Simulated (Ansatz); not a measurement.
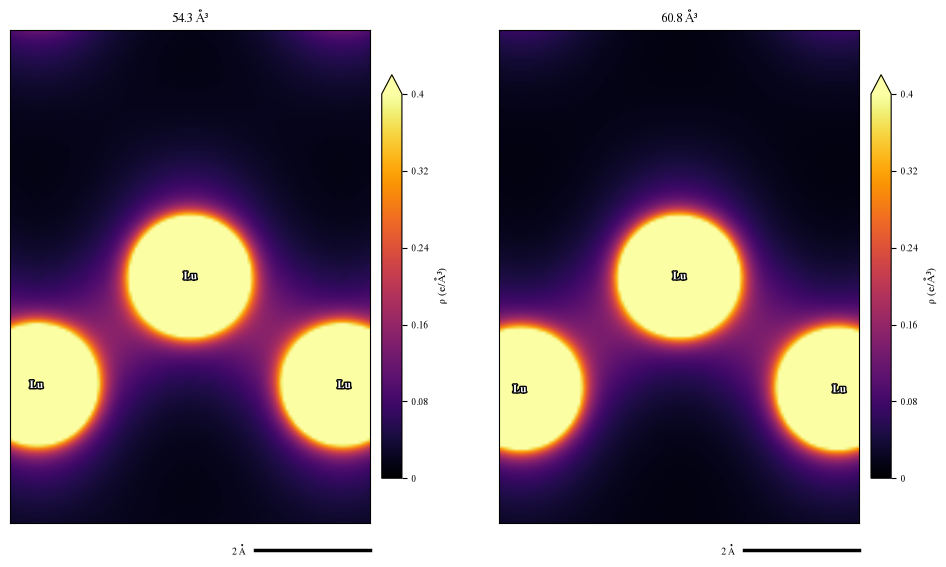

Lu. The valence pseudo-density of cells scaled evenly to different volumes (given per atom above each panel), on the (011̄) plane of each (indices in the axes of the cell below), at one length scale and on one colour scale.

A generated structure, not necessarily the stable one.

Method: Ansatz 0.2.0, DFT, RPBE, plane waves (420 eV) with PAW, scalar-relativistic.

The largest cell:

```
CELL_PARAMETERS angstrom
0.00000 3.93172 3.93172
3.93172 0.00000 3.93172
3.93172 3.93172 0.00000
ATOMIC_POSITIONS crystal
Lu 0.12500 0.12500 0.12500
Lu 0.87500 0.87500 0.87500
```

| volume (Å³/atom) | Lu–Lu contact in the plane (Å) | ρ at its midpoint (e/Å³) | pressure (GPa) | 
| --- | --- | --- | --- |
| 54.27 | 3.279 | 0.150 | 0.0 | 
| 58.61 | 3.364 | ? | ? | 
| 60.78 | 3.405 | 0.136 | −1.1 | 

Question: Estimate the missing row, and compare with the calculation.

Answer: Over the known rows ln ρ falls by 0.78 per Å of Lu–Lu distance (the line through the two), which gives 0.140 e/Å³ at 3.364 Å; the calculation gives 0.140 e/Å³. For the pressure, a straight line in volume between the neighbouring rows gives −0.7 GPa; the calculation gives −0.8.
